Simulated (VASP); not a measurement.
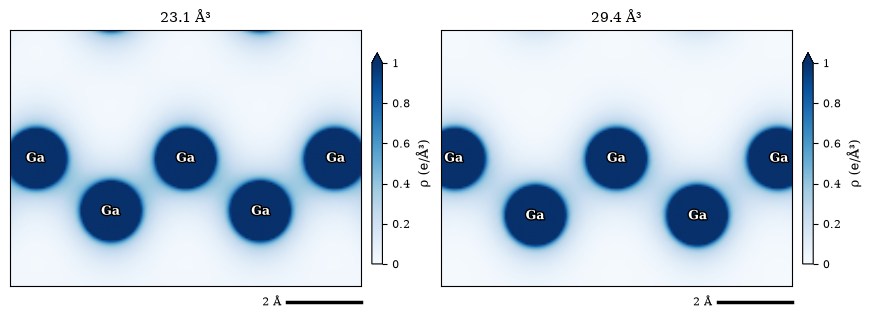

Ga. The valence charge density (pseudo) of cells scaled evenly to different volumes (given per atom above each panel), on the (101̄) plane of each (indices in the axes of the cell below), at one length scale and on one colour scale.

A generated structure, not necessarily the stable one.

These are results of VASP 6.6.1, Kohn-Sham DFT of a periodic cell, revPBE, VASP PAW PBE potentials, recommended, not measurements.

Core electrons are frozen (PAW), and the valence fields are smoothed inside the atomic spheres.

The largest cell:

```xyz
2
Lattice="0.0000 3.0877 3.0877 3.0877 0.0000 3.0877 3.0877 3.0877 0.0000" Properties=species:S:1:pos:R:3 pbc="T T T"
Ga    0.7719    0.7719    0.7719
Ga    5.4035    5.4035    5.4035
```

| volume (Å³/atom) | Ga–Ga contact in the plane (Å) | ρ at its midpoint (e/Å³) | pressure (GPa) | 
| --- | --- | --- | --- |
| 23.13 | 2.468 | 0.372 | 5.8 | 
| 26.28 | 2.575 | ? | ? | 
| 29.44 | 2.674 | 0.273 | −2.6 | 

**Estimate the missing row, and compare with the calculation.**

Over the known rows ln ρ falls by 1.50 per Å of Ga–Ga distance (the line through the two), which gives 0.317 e/Å³ at 2.575 Å; the calculation gives 0.317 e/Å³. For the pressure, a straight line in volume between the neighbouring rows gives 1.6 GPa; the calculation gives 0.1, lower because pressure rises ever faster on compression.
